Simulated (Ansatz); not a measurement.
System: ZrS₂, space group P-3m1 (No. 164).

Input of the run:
```
crystal:
  lattice:
    - [3.6191063065, 0.0, 0.0]
    - [-1.8095531532, 3.1342380004, 0.0]
    - [0.0, 0.0, 5.796098457]
  atoms:
    - { symbol: Zr, position: [0.0, 0.0, 0.0] }
    - { symbol: S, position: [0.3333333333, 0.6666666667, 0.2511324738] }
    - { symbol: S, position: [0.6666666667, 0.3333333333, 0.7488675262] }
basis:
  ecutwfc: 420
kpoints:
  mp_grid: { grid: [12, 12, 6] }
hamiltonian:
  xc: pbesol
scf:
  occupations: { method: fixed }
output:
  eigenvalues: true
phonons:
  method: dfpt
  dielectric: true
  rigid_motions: translations
  eigenvectors: true
```

Command:
```bash
ansatz run input.yaml --threads 1 --pin off --max-ram 3072MiB --backend cpu --events-out ev --progress --plain --runs-dir out
```

Calculation (Ansatz 0.2.0): optical phonons of an insulator on the approach to the zone centre along x, y and z with the field of polar modes, imaginary frequencies are negative, field response on a mesh refined by the program; plane waves with PAW datasets. Level: PBEsol, no spin polarisation.

```json
{"setting": "wave cutoff", "value": "420 eV"}
{"setting": "k mesh", "value": "12×12×6"}
{"setting": "occupations", "value": "fixed"}
{"setting": "volume relative to the relaxed cell", "value": "0.98"}
```

Describe the result: the polar optical modes, transverse and longitudinal, for each direction of approach to the zone centre.

Along x the polar lines lie at 160.9, 324.3, 324.4 cm⁻¹; along y the polar lines lie at 160.9, 324.3, 324.4 cm⁻¹; along z the polar lines lie at 160.9, 343.7 cm⁻¹ (lines above 2 % of the strongest).

| at | frequency (cm⁻¹) | degeneracy | dipole strength ((D/Å)²/amu) |
| --- | --- | --- | --- |
| x | 160.9 | 1 | 30 |
| x | 251.0 | 2 | 0 |
| x | 315.4 | 1 | 0 |
| x | 324.3 | 1 | 30 |
| x | 324.4 | 1 | 2.55 |
| y | 160.9 | 1 | 30 |
| y | 251.0 | 2 | 0 |
| y | 315.4 | 1 | 0 |
| y | 324.3 | 1 | 30 |
| y | 324.4 | 1 | 2.55 |
| z | 160.9 | 2 | 59.9 |
| z | 251.0 | 2 | 0 |
| z | 315.4 | 1 | 0 |
| z | 343.7 | 1 | 2.55 |

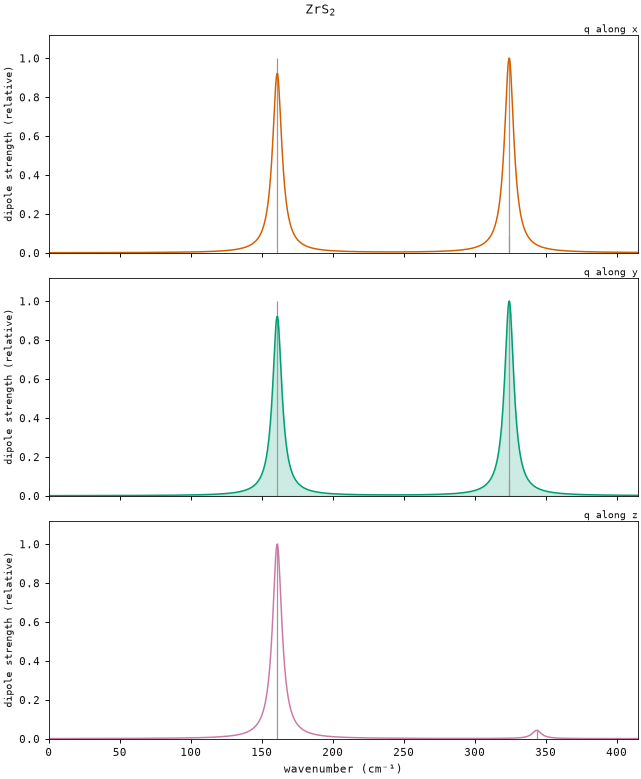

Lines are broadened by Lorentzians of 8 cm⁻¹ full width; each panel is scaled to its strongest line.

Caveats: a crossing between the sampled k points may be missed.
